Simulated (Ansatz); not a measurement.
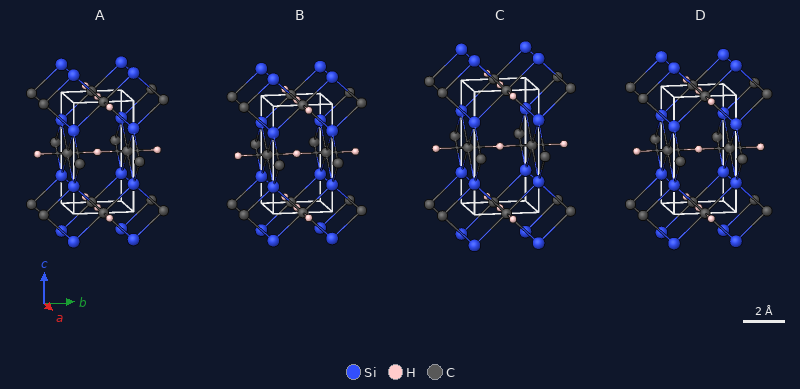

4 geometries from one relaxation of crystalline SiHC (a generated structure, set up in P4_2/mmc) (coarse preliminary run), in shuffled order. A ball-and-stick model of the cell of the calculation, seen slightly off an axis.

All numbers below come from DFT PBE, scalar-relativistic, plane waves, PAW (Ansatz 0.2.0). Settings: plane-wave cutoff 420 eV; k-point mesh 6 × 6 × 4; occupations gaussian; smearing width 0.1 eV; no spin polarisation; cell and atoms relaxed; force threshold 0.04 eV/Å; at most 70 steps.

Put them in the order of the run, from the start to the converged end.

Answer. C, D, A, B. They are steps 0, 1, 2, 7, at +300 meV per atom, +127 meV per atom, +17.3 meV per atom relative to the last. The energy falls by 300 meV per atom in 5 accepted moves (7 points after the start). All forces vanish by symmetry, so only the cell relaxes. Pressure: −23.88 GPa at the start and 0.01 GPa at the end. The SCF was repeated twice at an unchanged geometry on a basis and grid sized afresh for the cell, which shifted the energy by 1.6 meV per atom at most. The atoms keep their places relative to the cell (all moves are under 0.005 Å). The volume changes by −26.5 %, with a = b 3.261 → 2.990 Å (−8.3 %), c 6.235 → 5.452 Å (−12.6 %). Some distances before and after: Si–Si 3.117 → 2.726 Å, C–Si 2.256 → 2.023 Å, C–H 1.630 → 1.495 Å. Bond angles that change, for instance: C–Si–C 92.6° → 95.3°, Si–C–Si 92.6° → 95.3°, Si–C–Si 87.4° → 84.7°. The space group stays P4_2/mmc (No. 131).
